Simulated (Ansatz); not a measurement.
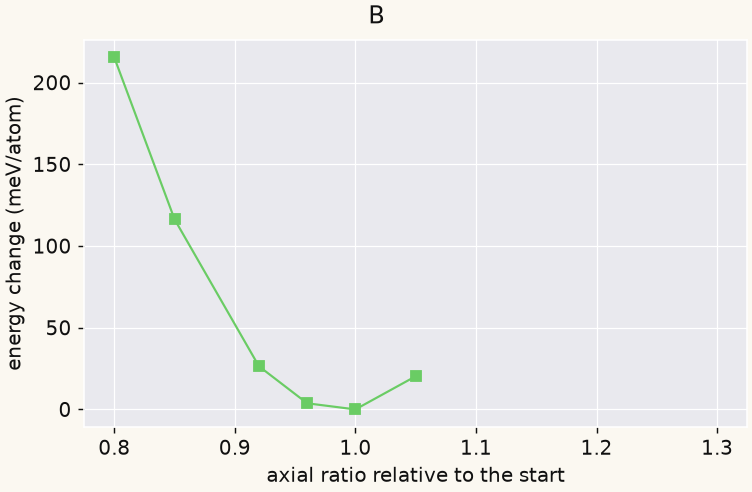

The figure shows the energy change against relative axial ratio for B, space group P6/mmm (No. 191).

Structure:
```
CELL_PARAMETERS angstrom
1.70243 0.00000 0.00000
-0.85122 1.47435 0.00000
0.00000 0.00000 3.63542
ATOMIC_POSITIONS crystal
B 0.00000 0.00000 0.00000
```

How it was computed, with Ansatz 0.2.0: deformation of a crystal at fixed volume, lengths along the axis scaled against those across it, fractional coordinates fixed, by plane-wave density functional theory with PAW datasets, free energies less that of the undisturbed cell; scalar-relativistic. Level: PBEsol, no spin polarisation.

wave cutoff 420 eV; k mesh 36×36×14; occupations Gaussian; smearing width 0.15 eV; k shift (0, 0, 0) (mesh steps); start as given; path axial; axis direction (0, 0, 1) (Cartesian unit vector).

The points at relative axial ratio 1.10, 1.20 and 1.30 are left out of the plot. What values does the calculation give there?

```
axial ratio relative to the start  energy change (meV/atom)
                             1.10                        66
                             1.20                       222
                             1.30                       455
```

Note: reference crystal is not relaxed; shape and atomic fractions are frozen while scaling, which makes layered, chain and framework solids too stiff.
